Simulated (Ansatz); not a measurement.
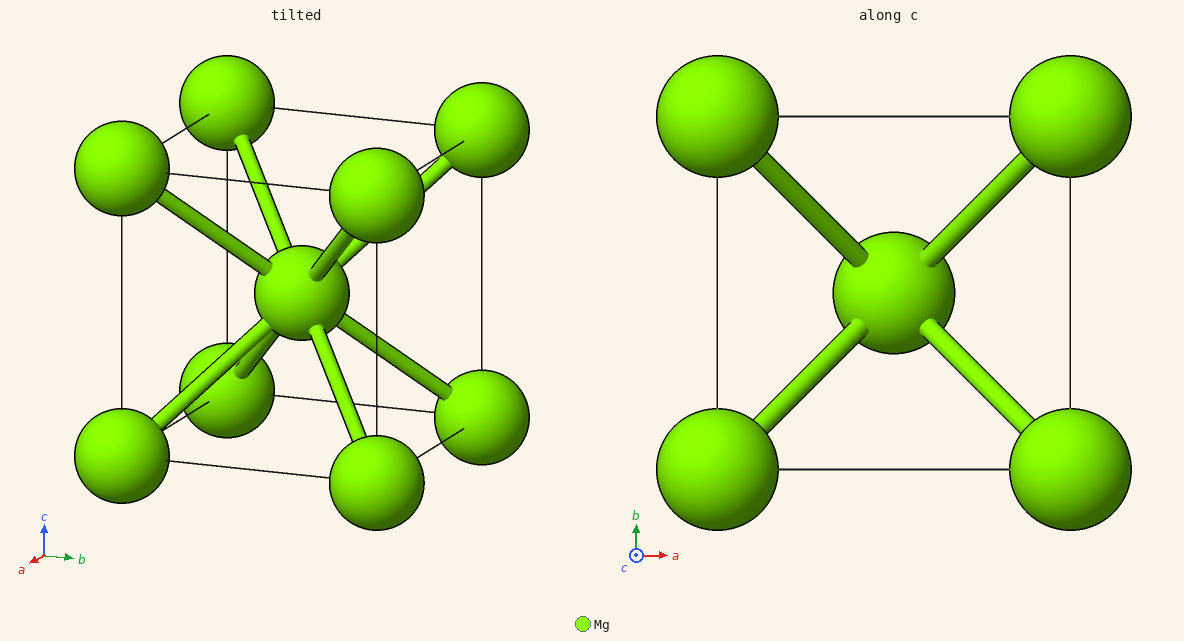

We look at a ball-and-stick model of the crystal slightly off an axis and along the c axis. Atoms at the boundary of the conventional unit cell (the box) are drawn once for each face, edge or corner they touch.

Explain the picture.

- The element is magnesium.
- It is body-centred tetragonal, space group I4/mmm (No. 139).
- The cell holds two atoms.
- Numbers of contacts at bonding distance: Mg 8.

The cell started as a structure listed in the Materials Project. The cell was then strained or its atoms displaced on purpose. It was run through Ansatz as a DFT input.
